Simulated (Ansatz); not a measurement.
A series of calculations on LiNbO$_{3}$

## 1. Relaxation

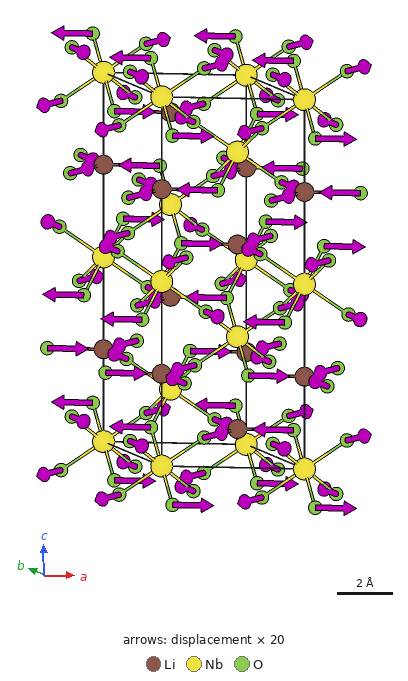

This is a relaxation of crystalline LiNbO$_{3}$ (set up in R-3c). The starting structure is drawn; purple arrows show the displacements (the part carried along by the change of the cell is left out), 20 times their true length.

Style: ball-and-stick. Shown: the conventional cell (3 times the calculation's cell), slightly off an axis. Lengths and directions refer to the drawn axes.

Level of theory: DFT r2SCAN, scalar-relativistic, plane waves, PAW (Ansatz 0.2.0). (plane-wave cutoff 500 eV; k-point mesh 6 × 6 × 6; occupations gaussian; smearing width 0.02 eV; no spin polarisation; cell and atoms relaxed; force threshold 0.005 eV/Å; at most 80 steps)

> Which element moves most?

Oxygen: up to 0.078 Å, against 0.000 Å for lithium.

> What did the optimiser do to the structure, and how much energy did it gain?

The largest moves relative to the cell, 0.078 Å, are those of O atoms. Li and Nb stay in place. The drawn cell changes as follows: a = b 5.290 → 5.185 Å (−2.0 %), c 13.849 → 13.688 Å (−1.2 %); the volume changes by −5.0 %. Some distances before and after: Li–O 2.082 → 1.962 Å, Nb–O 1.995 → 1.985 Å. Among the angles between lasting bonds that change: Nb–O–Nb 147.2° → 143.0°, Li–O–Nb 106.4° → 108.5°. The space group stays R-3c (No. 167). After 4 accepted moves (5 points after the start) the energy has fallen by 0.147 eV per cell of the calculation. The largest force component goes from 0.16 to 0.00013 eV/Å. The pressure goes from −5.51 to 0.00 GPa. At 1 point the geometry stayed and the basis and grid were re-selected for the new cell (energy shift of 3.4 meV per cell of the calculation at most each time).

## 2. Relaxation

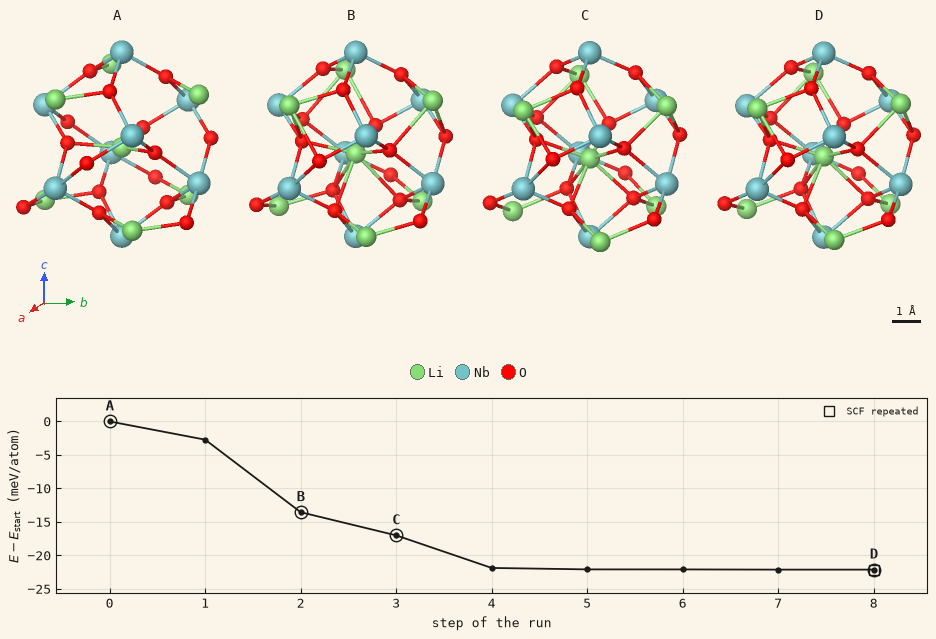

Frames of a relaxation of solid LiNbO₃ (set up in R3c), marked on the history of the run. Style: ball-and-stick. Shown: the atoms within 4.2 Å of the atom that moves most (axes of the conventional cell (3 times the calculation's cell)), slightly off an axis. Lengths and directions refer to the drawn axes.

Case: the unstable mode frozen in at +0.15 Å, atoms relaxed.

These are results of DFT r2SCAN, scalar-relativistic, plane waves, PAW (Ansatz), not measurements.

Input
```yaml
crystal:
  lattice:
    - [2.5923872641, 1.4967154848, 4.5628211618]
    - [-2.5923872641, 1.4967154848, 4.5628211618]
    - [0.0, -2.9934309695, 4.5628211619]
  atoms:
    - { symbol: Li, position: [0.2609581327, 0.2609581327, 0.2609581327] }
    - { symbol: Li, position: [0.7609581327, 0.7609581327, 0.7609581327] }
    - { symbol: Nb, position: [0.0022761145, 0.0022761145, 0.0022761145] }
    - { symbol: Nb, position: [0.5022761145, 0.5022761145, 0.5022761145] }
    - { symbol: O, position: [0.1230809602, 0.366113869, 0.7428343615] }
    - { symbol: O, position: [0.7428343615, 0.1230809602, 0.366113869] }
    - { symbol: O, position: [0.366113869, 0.7428343615, 0.1230809602] }
    - { symbol: O, position: [0.866113869, 0.6230809602, 0.2428343615] }
    - { symbol: O, position: [0.2428343615, 0.866113869, 0.6230809602] }
    - { symbol: O, position: [0.6230809602, 0.2428343615, 0.866113869] }
basis:
  ecutwfc: 500
kpoints:
  mp_grid: { grid: [6, 6, 6] }
hamiltonian:
  xc: r2scan
scf:
  occupations: { method: gaussian, width: 0.05 }
output:
  forces: true
  stress: true
  eigenvalues: true
relax:
  adjacent_minimum: "off"
  f_tol: 0.01
  max_steps: 60
```

Run as
```bash
ansatz run input.yaml --threads 2 --pin off --max-ram 5120MiB --backend cpu --events-out ev --progress --plain --runs-dir out
```

Describe the path.

Answer. The largest moves, 0.34 Å, are those of Li1 and Li2. Li1 goes along −c. Largest moves by element: Li 0.34 Å, O 0.13 Å, Nb 0.04 Å. The cell stays as it was. Among the contacts that change: Li1–O5 2.612 → 2.245 Å, Li1–O10 1.976 → 2.068 Å, Nb3–O10 2.048 → 2.130 Å, Nb3–O5 1.926 → 1.881 Å. Bond angles that change, for instance: O8–Li1–O9 118.6° → 109.3°, Li1–O8–Nb3 103.6° → 94.4°, O5–Nb4–O8 174.5° → 165.5°. The space group stays R3c (No. 161). After 7 accepted moves (8 points after the start) the energy has fallen by 22.1 meV per atom. The largest force component goes from 0.32 to 0.00031 eV/Å. 1 step only repeated the SCF at the same geometry. From step 0 to 2: Li atoms move most (0.22 Å), energy −13.5 meV per atom. From step 2 to 3: Li atoms move most (0.19 Å), energy −3.5 meV per atom. From step 3 to 8: Li atoms move most (0.08 Å), energy −5.1 meV per atom.

## 3. Path

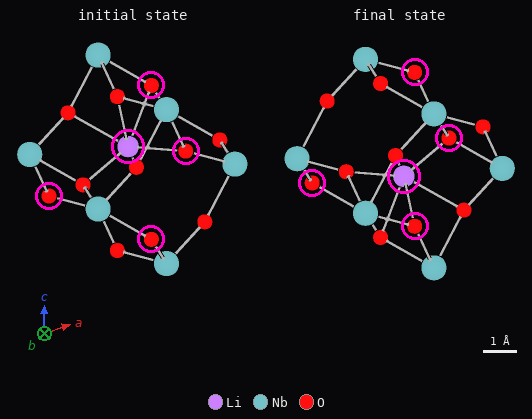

The two relaxed end points of a path for a 10-atom cell of LiNbO₃ (set up in R3c). Style: ball-and-stick. Shown: the atoms within 3.5 Å of the middle of the path, along the b axis. The atoms that move most are ringed. Bonds to atoms that aren't drawn are left out.

Theory: DFT r2SCAN, scalar-relativistic, plane waves, PAW in Ansatz 0.2.0.

Input file:
```yaml
crystal:
  lattice:
    - [2.5923872641, 1.4967154848, 4.5628211618]
    - [-2.5923872641, 1.4967154848, 4.5628211618]
    - [0.0, -2.9934309695, 4.5628211619]
  atoms:
    - { symbol: Li, position: [0.285681203, 0.285681203, 0.285681203] }
    - { symbol: Li, position: [0.785681203, 0.785681203, 0.785681203] }
    - { symbol: Nb, position: [0.0050834896, 0.0050834896, 0.0050834896] }
    - { symbol: Nb, position: [0.5050834896, 0.5050834896, 0.5050834896] }
    - { symbol: O, position: [0.115304905, 0.3643293042, 0.7248645361] }
    - { symbol: O, position: [0.7248645361, 0.115304905, 0.3643293042] }
    - { symbol: O, position: [0.3643293042, 0.7248645361, 0.115304905] }
    - { symbol: O, position: [0.8643293042, 0.615304905, 0.2248645361] }
    - { symbol: O, position: [0.2248645361, 0.8643293042, 0.615304905] }
    - { symbol: O, position: [0.615304905, 0.2248645361, 0.8643293042] }
basis:
  ecutwfc: 500
kpoints:
  mp_grid: { grid: [6, 6, 6] }
hamiltonian:
  xc: r2scan
scf:
  occupations: { method: gaussian, width: 0.05 }
output:
  forces: true
neb:
  images: 5
  f_tol: 0.05
  max_iterations: 60
  order_check: false
  final_atoms:
    - { symbol: Li, position: [0.2143186593, 0.2143186593, 0.2143186593] }
    - { symbol: Li, position: [0.7143186593, 0.7143186593, 0.7143186593] }
    - { symbol: Nb, position: [-0.0050834877, -0.0050834877, -0.0050834877] }
    - { symbol: Nb, position: [0.4949165123, 0.4949165123, 0.4949165123] }
    - { symbol: O, position: [0.1356707081, 0.3846950842, 0.7751355982] }
    - { symbol: O, position: [0.7751355982, 0.1356707081, 0.3846950842] }
    - { symbol: O, position: [0.3846950842, 0.7751355982, 0.1356707081] }
    - { symbol: O, position: [0.8846950842, 0.6356707081, 0.2751355982] }
    - { symbol: O, position: [0.2751355982, 0.8846950842, 0.6356707081] }
    - { symbol: O, position: [0.6356707081, 0.2751355982, 0.8846950842] }
```

Command:
```bash
ansatz run input.yaml --threads 2 --pin off --max-ram 5120MiB --backend cpu --events-out ev --progress --plain --runs-dir out
```

> What barrier does the band find between them, and by what path?

The two ends have the same energy, and the highest point, image 3, lies 0.31 eV above the start. A Li atom travels furthest, 0.98 Å from end to end, along [1 1 −3], on a straight line. It doesn't move alone: Li (0.98 Å) moves with it. The band converged in 5 iterations. The largest component of the band force went from 0.36 to 0.017 eV/Å. The climbing image converged on the top of the path. Its curvatures weren't checked.

Energies of the converged images:

```csv
image,path (Å),E (eV)
0,0.00,0.000
1,0.30,0.070
2,0.60,0.202
3,0.90,0.306
4,1.19,0.202
5,1.49,0.070
6,1.79,0.000
```

The geometry at the top of the path:

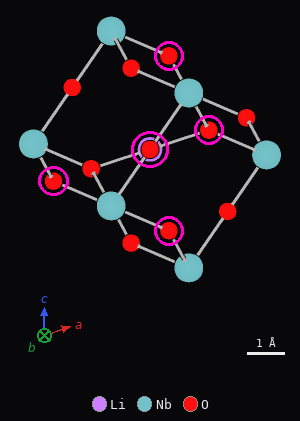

Cost: 11 min on 2 threads of Intel(R) Xeon(R) 6975P-C (Granite Rapids), with other jobs on the host, peak memory 2.6 GiB.
